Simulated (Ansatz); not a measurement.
```xyz
8
Lattice="4.5485 0.0000 0.0000 0.0000 0.0000 -4.5485 0.0000 4.5485 0.0000" Properties=species:S:1:pos:R:3 pbc="T T T"
Ga    2.2742    0.0000   -2.2742
Ga    0.0000    2.2742   -2.2742
Ga    0.0000    0.0000    0.0000
Ga    2.2742    2.2742    0.0000
N     3.4114    1.1371   -3.4114
N     1.1371    3.4114   -3.4114
N     1.1371    1.1371   -1.1371
N     3.4114    3.4114   -1.1371
```

Space group F-43m; a structure from a database of computed crystals, not necessarily the ambient phase.

The calculation used Ansatz, DFT PBE, spin-orbit coupling, plane waves, PAW.

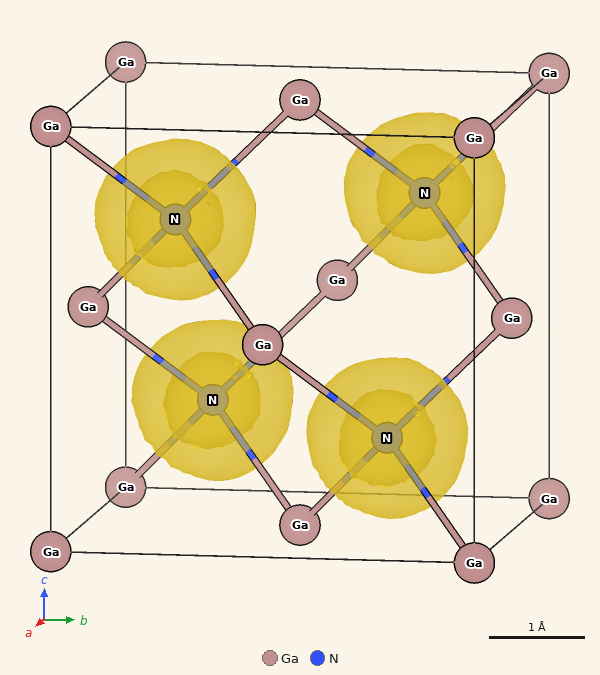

GaN. Isosurface of the electron localisation function at 0.75 (yellow), seen slightly off an axis. Only the valence region is drawn (cores and ρ < 0.01 e/Å³ removed). Sticks mark near contacts.

Describe the localisation domains.

The ELF exceeds this value in four regions wrapped around N (the valence shell of each), counted in one cell of 8 atoms. Regions shared between cells count once. Along the contacts the grid gives the following. Ga–N (1.97 Å): the ELF peaks at about 0.85 in the valence shell of N, 0.7 Å from its nucleus, and is about 0.45 at the midpoint.

Does the calculation give a band gap?

It is gapped, with a Kohn–Sham gap of 1.5 eV on the k-point mesh (the band edges may lie off the mesh, which would make the gap smaller).
